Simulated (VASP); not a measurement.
```yaml
crystal:
  lattice:
    - [0.00000, -3.21380, 0.00000]
    - [3.21380, 0.00000, 0.00000]
    - [-1.60690, 1.60690, 3.91495]
  atoms:
    - { symbol: W, position: [0.98627, 0.99805, 0.99844] }
    - { symbol: Si, position: [0.64496, 0.65326, 0.32661] }
    - { symbol: Si, position: [0.34098, 0.31453, 0.67564] }
```

Space group P1; changed on purpose from its base cell (atoms moved at random by about 0.05 A); not relaxed (largest force 1.0 eV/Å); computed pressure about 4 GPa in this cell.

Computed with VASP, Kohn-Sham DFT of a periodic cell, PBE, VASP PAW PBE potentials, recommended.

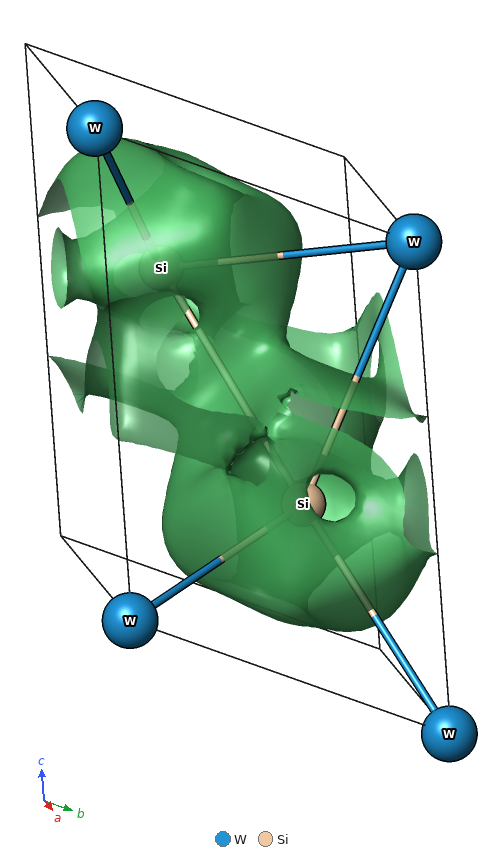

Si2W. Isosurface of the ELF at 0.55 (green), seen slightly off an axis. Core shells and regions of very low density are left out. Sticks mark near contacts.

In a PAW calculation such maps are meaningful between the atoms, not at the nuclei.

What do the ELF domains correspond to?

The surface consists of sheets that run through the cell in two directions, counted in one cell of 3 atoms. Regions shared between cells count once. Profiles from the grid: Si–W (2.52 Å): the ELF peaks at about 0.75 in the valence shell of Si, 0.9 Å from its nucleus, and is about 0.50 at the midpoint. Si–Si (2.55 Å): the ELF is about 0.45 at the midpoint.
